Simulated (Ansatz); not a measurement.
```
Ta N
1.0
     4.41727    0.00000    0.00000
     0.00000    4.41727    0.00000
     0.00000    0.00000    4.41727
Ta N
4 4
Direct
  0.50000 0.00000 0.00000
  0.00000 0.50000 0.00000
  0.00000 0.00000 0.50000
  0.50000 0.50000 0.50000
  0.00000 0.00000 0.00000
  0.50000 0.50000 0.00000
  0.50000 0.00000 0.50000
  0.00000 0.50000 0.50000
```

Space group Fm-3m.

Level of theory: DFT PBE, scalar-relativistic, plane waves, PAW (Ansatz 0.2.0).

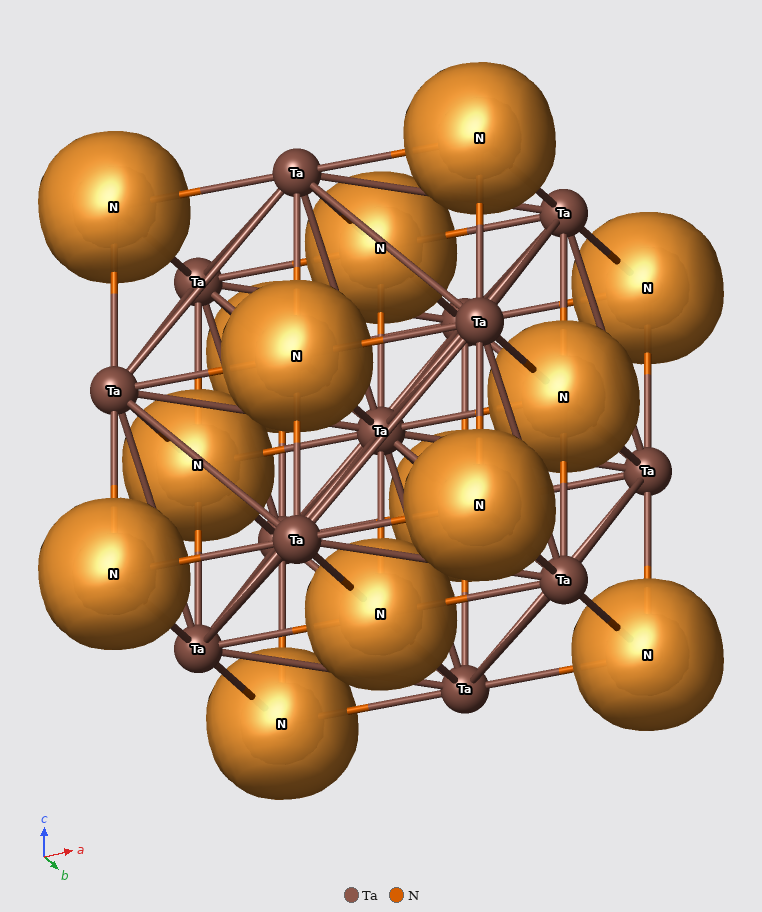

TaN. Isosurface of the ELF at 0.7 (orange), seen at an oblique angle. Only the valence region is drawn (cores and ρ < 0.01 e/Å³ removed). Sticks mark near contacts.

In a PAW calculation such maps are meaningful between the atoms, not at the nuclei.

> What do the ELF domains correspond to?

The surface consists of four regions wrapped around N (the valence shell of each), counted in one cell of 8 atoms. Any copies at cell faces, edges or corners count once.

Values along the shortest contacts:
Ta–N (2.21 Å): the ELF peaks at about 0.80 in the valence shell of N, 0.6 Å from its nucleus, and is about 0.15 at the midpoint: no shared electron pair shows on this line. Ta–Ta (3.12 Å): the ELF is about 0.20 at the midpoint (no shared electron pair shows on this line).
